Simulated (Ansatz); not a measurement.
**Tb: density, localisation and related maps**

The calculation's input:

```
crystal:
  lattice:
    - [0.0, 2.5199650902, 2.5199650902]
    - [2.5199650902, 0.0, 2.5199650902]
    - [2.5199650902, 2.5199650902, 0.0]
  atoms:
    - { symbol: Tb, position: [0.0, 0.0, 0.0], spin: 6.0 }
hamiltonian:
  xc: pbe
  pseudopotentials: { kind: paw }
magnetization:
  spin_polarized: true
kpoints:
  mp_grid: { grid: [9, 9, 9] }
scf:
  occupations: { method: fermi_dirac, width: 0.05 }
output:
  forces: true
  stress: true
  eigenvalues: true
  write_density: true
  write_potential: true
  elf: true
  volumetric_format: npy
```

Run with:

```sh
ansatz run input.yaml --threads 1 --pin off --max-ram 2560MiB --backend cpu --events-out ev --progress --plain --runs-dir out
```

Below, planes, directions and counts refer to the conventional cell (a = 5.04 Å, b = 5.04 Å, c = 5.04 Å, α = 90.00°, β = 90.00°, γ = 90.00°).

Space group Fm-3m; a structure from a database of computed crystals, not necessarily the ambient phase; the SCF solution may not be the lowest one; no Hubbard U on the f states and no spin–orbit coupling; the program warned that an open shell was started evenly filled; spin-polarised.

Level of theory: Ansatz 0.2.0, Kohn-Sham DFT of a periodic cell, PBE, Ansatz PAW.

The density is the valence pseudo-density of a PAW calculation; it isn't the true density close to the nuclei.

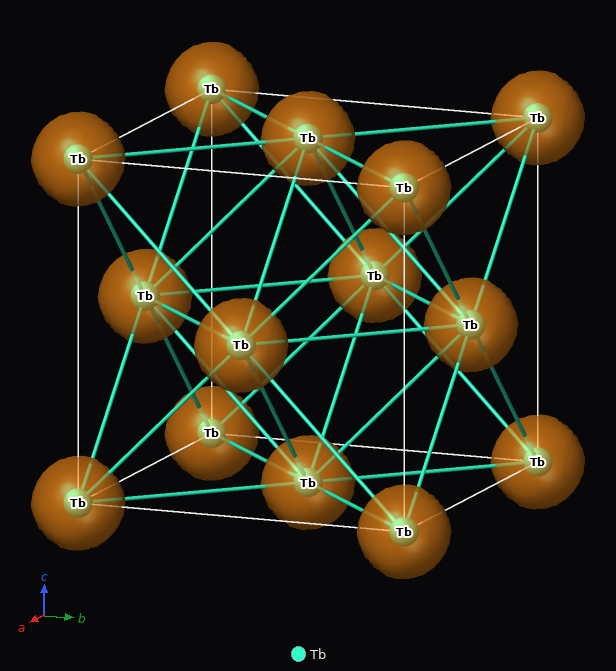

Figure 1. Isosurface of the magnetisation density (up minus down) at +1 e/Å³ (orange), seen slightly off an axis. Sticks mark near contacts.

Question: Where is the spin, and how is it ordered?

Answer: The spin density sits on Tb: +5.9 μB (×4) in one cell of 4 atoms: parallel main moments, as they must be, since the calculation's own cell holds one magnetic site. The cell of the calculation (1 atoms) carries 5.9 μB of net spin moment.

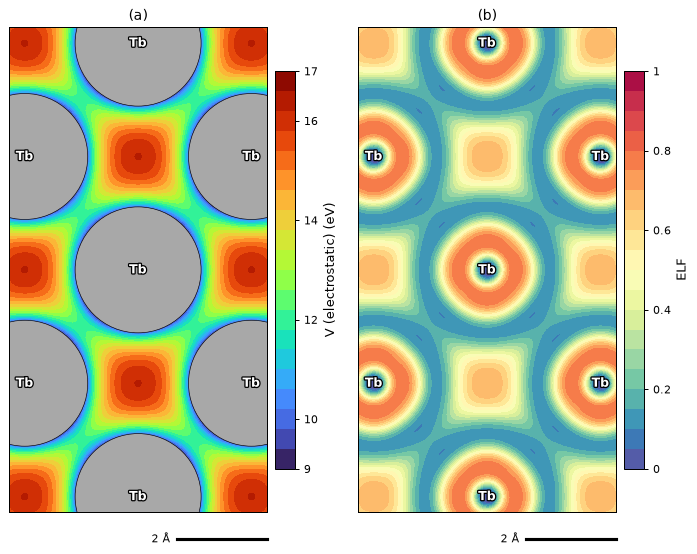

Figure 2. (a) electrostatic potential (local pseudopotential plus Hartree) felt by an electron; (b) ELF on the (010) plane of the conventional cell. Grey discs cover the atomic cores in the potential map.

Question: What do the fields say about this system?

Answer:
- The section cuts through Tb sites.
- Tb–Tb (3.56 Å): the ELF is about 0.15 at the midpoint: no shared electron pair shows on this line.
- The features right at Tb lie inside the PAW spheres, where the map follows smoothed inner orbitals and isn't to be read closely.
- Outside the cores the potential energy rises away from the atoms and is highest about 2.5 Å from the nearest atoms; its zero is arbitrary.
